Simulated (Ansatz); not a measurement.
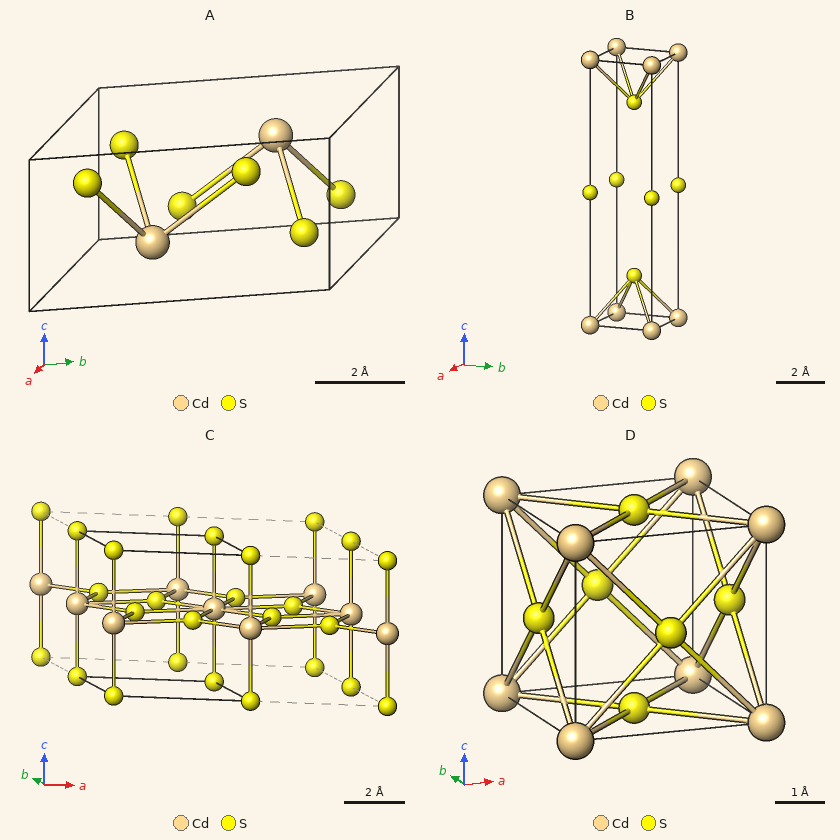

Four structures of CdS3, each relaxed to rest (conventional cells in solid outline, small ones repeated, each panel with its own scale). Method: Ansatz 0.2.0, DFT PBE, scalar-relativistic, plane waves, PAW, without spin polarisation.

Question: Give the type and space group of each panel.

Answer: A: 8 atoms a cell on a primitive hexagonal lattice, P6_3/mmc; B: 4 atoms a cell on a primitive tetragonal lattice, P4/mmm; C: 4 atoms a cell on a primitive hexagonal lattice, P6/mmm; D: Cu₃Au (L1₂) type, Pm-3m.

Question: Which of these is lowest in energy, and how far above it do the others lie?

Answer: A, then B (+276 meV/atom), D (+336 meV/atom) and C (+391 meV/atom), energies at zero smearing.

Question: Collect the results in a table.

Answer:
| panel | structure | E − E(lowest) (meV/atom) | volume (Å³/atom) | gap (eV) |
| --- | --- | --- | --- | --- |
| A | P6_3/mmc | 0 | 19.2 | metal |
| B | P4/mmm | 276 | 22.9 | metal |
| D | Pm-3m | 336 | 18.5 | metal |
| C | P6/mmm | 391 | 24.8 | metal |

Some of these may be structure types tried for this composition rather than known phases, and the most stable form need not be among them. Gaps are taken on the k-mesh or band path of each run.
